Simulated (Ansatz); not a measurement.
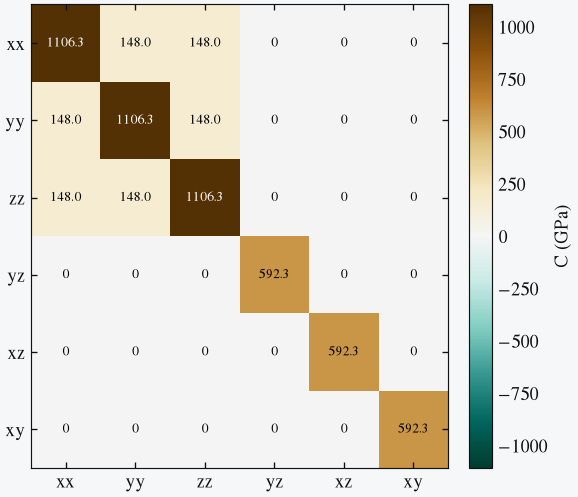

Figure. Stiffness matrix in Voigt order for C, space group Fd-3m (No. 227).

All six eigenvalues of the matrix are positive (the least is 592 GPa), so the crystal is mechanically stable. Over all directions E runs from 1071 to 1249 GPa, a ratio of 1.17. E is 1071 GPa along x, y and z alike, and 1249 GPa along the body diagonal x + y + z. The Hill averages are K = 467 GPa and G = 544 GPa, Poisson's ratio 0.08; K/G = 0.86.

Method: elastic stress-strain coefficients at zero temperature from small strains of the given cell, Voigt order xx yy zz yz xz xy, Cartesian axes of the cell vectors; plane waves with PAW datasets, Γ-centred k mesh (Ansatz 0.2.0). Level: LDA, no spin polarisation.

wave cutoff 420 eV; k mesh 12×12×12; occupations fixed; ions relaxed; strain amplitude 0.002.

Structure:
```xyz
2
Lattice="0.0000 1.7659 1.7659 1.7659 0.0000 1.7659 1.7659 1.7659 0.0000" Properties=species:S:1:pos:R:3 pbc="T T T"
C     0.0000    0.0000    0.0000
C     0.8829    0.8829    0.8829
```

Note: lies under the reference phase in this functional.
